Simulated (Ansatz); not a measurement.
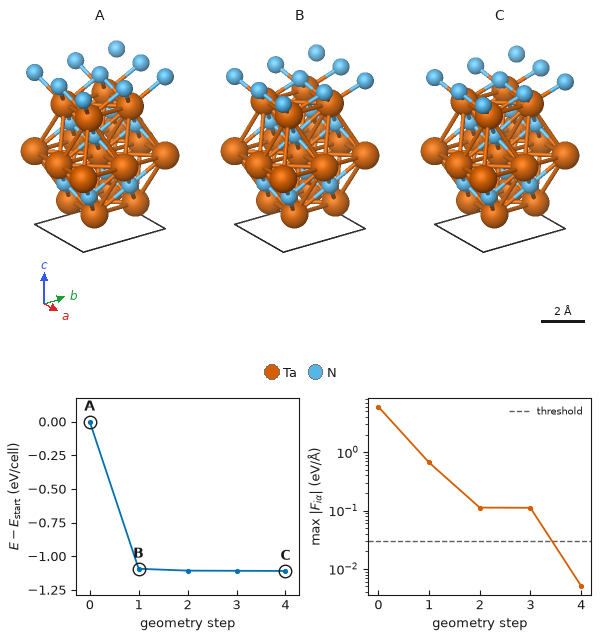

Frames of a constrained relaxation of a slab of composition TaN (cut from the Fm-3m phase), marked on the history of the run. Style: ball-and-stick. Shown: the 2 × 2 repeat of the cell, outlined in the plane, without the vacuum, slightly off an axis.

Case: clean slab, lower half held. The slab is the (1 1 1) face of TaN. 3 atoms are held fixed.

Theory: DFT r2SCAN, scalar-relativistic, plane waves, PAW (Ansatz). (plane-wave cutoff 500 eV; k-point mesh 9 × 9 × 1; occupations gaussian; smearing width 0.1 eV; no spin polarisation; dipole correction; atoms relaxed in a fixed cell; force threshold 0.03 eV/Å; at most 70 steps)

What happens along the run?

Answer. The largest move is that of an N atom, 0.25 Å along the normal (−c). Largest moves by element: N 0.25 Å, Ta 0.13 Å. The cell stays as it was. Some distances before and after: N–Ta 2.198 → 2.005 Å, Ta–Ta 3.109 → 3.212 Å, N–Ta 2.198 → 2.268 Å. Among the angles between lasting bonds that change: Ta–N–Ta 90.0° → 101.7°, Ta–N–Ta 90.0° → 86.5°, Ta–N–Ta 180.0° → 177.8°. The energy falls by 1.109 eV per cell of the calculation in 4 geometry steps. The largest force component goes from 6 to 0.0051 eV/Å. Cost: 75 s on 2 threads of AMD EPYC 7R43 64-Core Processor (Zen 3), on a shared host, peak memory 0.89 GiB. From step 0 to 1: an N atom moves most (0.19 Å), energy −1.093 eV per cell of the calculation. From step 1 to 4: an N atom moves most (0.06 Å), energy −16.2 meV per cell of the calculation.

| step | E − E(0), meV/atom | largest force component, eV/Å |
| --- | --- | --- |
| 0 | 0.00 | 6.0166 |
| 1 | -182.13 | 0.6662 |
| 2 | -184.42 | 0.1122 |
| 3 | -184.64 | 0.1114 |
| 4 | -184.82 | 0.0051 |
